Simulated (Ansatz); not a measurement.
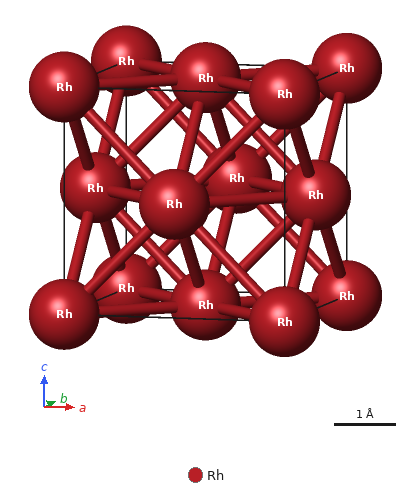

Fig. 1: The input geometry (ball-and-stick view of the cell 4 times as large as that of the calculation, set on its symmetry axes, seen slightly off an axis). An atom can appear more than once, as a periodic image. Near neighbours in the periodic cell (some may lie outside the picture): Rh has 12 Rh at 2.69 Å.

Run report: Rh, single-point calculation

Rh (Fm-3m, 1 atom in the cell), computed with DFT r2SCAN, scalar-relativistic, plane waves, PAW, no spin polarisation (Ansatz 0.2.0).

The structure derives from a Materials Project entry.

What the program printed
```
Engine: ansatz 0.2.0, aarch64-unknown-linux-gnu
Pseudopotentials: kind: paw
Pseudopotential: Rh, paw, valence charge 17, recommended cutoff 500 eV (meta_gga), Rh.paw.azcp
Functional definition: r2SCAN
  parameter k0 = 0.174
  parameter k1 = 0.065
  parameter a1 = 4.9479
  exchange = r2scan_x(k0 = k0, k1 = k1, a1 = a1)
  correlation = r2scan_c
Crystal: 1 atoms, lattice volume = 13.783 Å³
Basis set: ecut = 500 eV, 339 PW (Γ), exchange–correlation on 80×80×80 points (64 copies of the dense FFT grid, shifted against one another)
Bands: 13, of which v1, the nominal top of the filled ones, is band 9 counted from 1 (8 counted from 0)
Symmetry: 48 space group operations
Space group: Fm-3m (ITA 225), of the structure as read, at distance tolerance 2.4e-5 Å
k-points: 29 of 512
Non-local potential: Rh, projectors of the file, l = 0: 3, l = 1: 2, l = 2: 2, l = 3: 1
PAW form: soft (Blöchl's): semilocal exchange-correlation on the pseudo side does not see the compensation charge
PAW frozen core: Rh, regenerated for the run's functional (the file was generated under x = pbe(κ = 0.804, μ = 0.2195149727645171), c = pbe(β = 0.06672455060314922))
PAW one-centre angular grid: Rh, 590 points (default); XC on 160 Gauss nodes
Initial density: superposition of atomic densities (neutral atoms: chi_scale 0, normalization atom), corrected by the library's trained network
Initial wavefunctions: pseudopotential atomic-orbital guess
Functional: x = r2scan, c = r2scan; τ floored in thin density (d = 2e-4 eV/Å³)
SCF iter   1: F=—  HF=-6415.237646 eV  |F-HF|=—  |Δ(HF+E_count)|=         —  Δρ=1.37e-2  dr2=7.01e-3  dr2_τ=1.08e-2  ethr=1.77e-3  ⟨swp⟩=5.2  Hψ=2113  notcnv=0
preconditioner: auto → none  [metal: Δε(μ)=0.075 eV  Ē_g=14.669 eV  σ=0.100 eV  W_gap=0.39  n_scr=0 (ndim 8)  ℏωp=30.0 eV  f_vac=0.000  D(μ)=1.61/eV (n_scr^D=14)]
SCF iter   2: F=—  HF=-6415.249044 eV  |F-HF|=—  |Δ(HF+E_count)|=   1.14e-2  Δρ=7.61e-3  dr2=1.73e-3  dr2_τ=3.35e-4  ethr=4.12e-5  ⟨swp⟩=2.3  Hψ=827  notcnv=0  defer=10
SCF iter   3: F=—  HF=-6415.249625 eV  |F-HF|=—  |Δ(HF+E_count)|=   5.80e-4  Δρ=1.64e-3  dr2=3.05e-4  dr2_τ=5.36e-5  ethr=1.02e-5  ⟨swp⟩=2.4  Hψ=604  notcnv=0  defer=10
SCF iter   4: F=—  HF=-6415.249538 eV  |F-HF|=—  |Δ(HF+E_count)|=   8.65e-5  Δρ=3.09e-4  dr2=8.35e-6  dr2_τ=1.41e-6  ethr=1.79e-6  ⟨swp⟩=2.5  Hψ=559  notcnv=0  defer=10
SCF iter   5: F=—  HF=-6415.249541 eV  |F-HF|=—  |Δ(HF+E_count)|=   2.94e-6  Δρ=7.76e-5  dr2=1.83e-7  dr2_τ=1.82e-8  ethr=4.91e-8  ⟨swp⟩=2.3  Hψ=516  notcnv=0  defer=10
SCF iter   6: F=-6415.249541 eV  HF=-6415.249541 eV  |F-HF|=3.46e-9  |Δ(HF+E_count)|=   3.68e-7  Δρ=8.25e-6  dr2=3.65e-9  dr2_τ=3.93e-10  ethr=5.88e-10  ⟨swp⟩=5.6  Hψ=1810  notcnv=0
SCF 1 converged in 6 iterations: F = -6415.249541 eV  dr2 = 3.65e-9
  greatest PAW one-centre occupation: 1.000 electrons in one spin orbital (limit 2), on the Rh atom at site 0 (counted from 0), in its partial waves of l = 0
SCF converged after 6 iterations
Free energy (F): -6415.249541 eV
Harris-Foulkes:  -6415.249541 eV  (|F-HF|=3.46e-9)
Internal energy: -6415.241799 eV  (E = F + TS)
E sigma→0 (E₀):  -6415.245670 eV
Entropy (-TS):   -0.007742 eV (-7.742 meV/atom)
Fermi energy:    22.177390 eV
--- Per-component energies (eV) ---
  E_band       = -103.032377
  E_kinetic    = 573.287378
  E_local      = -1567.920427  (includes V_loc(G=0)·N_el)
  E_nonlocal   = 355.556158
  E_hartree    = 551.878797
  E_xc         = -216.783827
  E_vxc        = -314.070880  (∫ρ·V_xc dr)
  E_paw        = -3604.317876  (= ΣΔE_a)
  E_vpaw       = -274.884606  (= ΣTr[D̂ρ^β])
  E_aug_tail   = 0.000704  (compensation charges beyond the density's cutoff)
  E_vtau       = 21.239723  (kinetic-family band-sum trace: ∫τ·v_τ [+ j·A + Jᵃ·Aᵃ] dr)
  E_ewald      = -2506.572748
  E_core_change = -0.369959  (= ΣΔE_core)
  E_smearing   = -0.007742  (= −TS)
  E_closure    = -0.000000  (closes the sum)
  Σ components = -6415.249541   (vs F -6415.249541, Δ=0.00e0)
--- Forces (eV/Å), atoms counted from 1 ---
  atom   1  Rh    -0.00000000     0.00000000    -0.00000000
  max |Σ_I F_I| component: 1.40e-31 eV/Å
--- Stress (GPa, compression-positive) ---
       -0.589464      -0.000000       0.000000
        0.000000      -0.589464      -0.000000
        0.000000      -0.000000      -0.589464
  P = ⅓ Tr σ = -0.5895 GPa (-5.895 kbar)
--- Band table (eV; the first three rows and the last of 29) ---
  k-point 0: bands = ["-58.9618", "-25.6062", "-25.6062", "-25.6062", "14.0144", "19.0027", "19.0027", "19.0027", "21.0838", "21.0838", "38.6035", "44.2382", "44.2382"]
  k-point 1: bands = ["-58.9440", "-25.7223", "-25.6218", "-25.6218", "14.6403", "18.7613", "19.2242", "19.2242", "20.9848", "20.9848", "39.4340", "41.7460", "45.1504"]
  k-point 2: bands = ["-58.9011", "-25.9977", "-25.6595", "-25.6595", "15.8496", "18.9011", "19.3562", "19.3562", "21.2797", "21.2797", "37.9199", "40.2557", "47.3548"]
  k-point 28: bands = ["-58.7997", "-26.1126", "-26.1126", "-25.8965", "16.9788", "18.2466", "18.2466", "20.8812", "23.2064", "32.2421", "32.2421", "33.9872", "35.4014"]
```

This output came from the following input.

Input
```yaml
crystal:
  lattice:
    - [0.0, 1.9029860865, 1.9029860865]
    - [1.9029860865, 0.0, 1.9029860865]
    - [1.9029860865, 1.9029860865, 0.0]
  atoms:
    - { symbol: Rh, position: [0.0, 0.0, 0.0] }
basis:
  ecutwfc: 500
kpoints:
  mp_grid: { grid: [8, 8, 8] }
hamiltonian:
  xc: r2scan
scf:
  occupations: { method: gaussian, width: 0.1 }
output:
  forces: true
  stress: true
  eigenvalues: true
```

Launched with:
```bash
ansatz run input.yaml --threads 1 --pin off --max-ram 2560MiB --backend cpu --events-out ev --progress --plain --runs-dir out
```

Summary

| quantity | value |
| --- | --- |
| outcome | converged |
| space group (tolerance 0.01 Å) | Fm-3m (225) |
| electrons treated | 17 |
| free energy | −6415.2495 eV |
| Fermi energy | 22.177 eV |
| gap on the k-point mesh | none (metallic) |
| pressure | −0.59 GPa |
| largest force (length of the vector) | under 0.001 eV/Å |
| hardware | 1 thread of Arm Neoverse V1, 24 GiB of memory available, shared host |
| wall time | 1.3 s |
| peak memory | 0.28 GiB |
